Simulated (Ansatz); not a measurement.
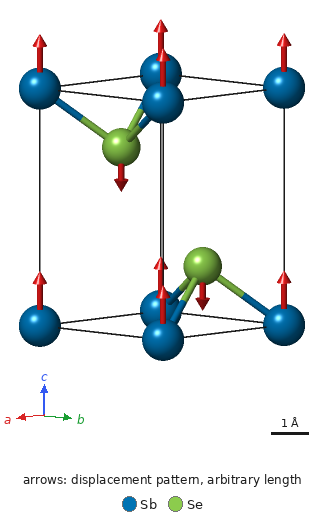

One vibrational mode of crystalline SbSe2 (a generated structure) at the zone centre. The red arrows give the relative displacements of the atoms. Style: ball-and-stick. Shown: the cell of the calculation, from a free direction.

These are results of DFT PBE, scalar-relativistic, plane waves, PAW (Ansatz), not measurements. Set-up: plane-wave cutoff 420 eV; k-point mesh 12 × 12 × 8; occupations fermi dirac; smearing width 0.15 eV; no spin polarisation.

The frequencies depend somewhat on the k-mesh and the smearing.

> Give the symmetry, activity and frequency of this mode.

This is the A₂u mode at 233 cm⁻¹, the highest optical level, infrared-active by symmetry. The Sb sublattice moves against the Se sublattice, along c; the kinetic energy is shared as Sb 56 %, Se 44 %. The crystal is a metal, so free carriers screen the infrared response.
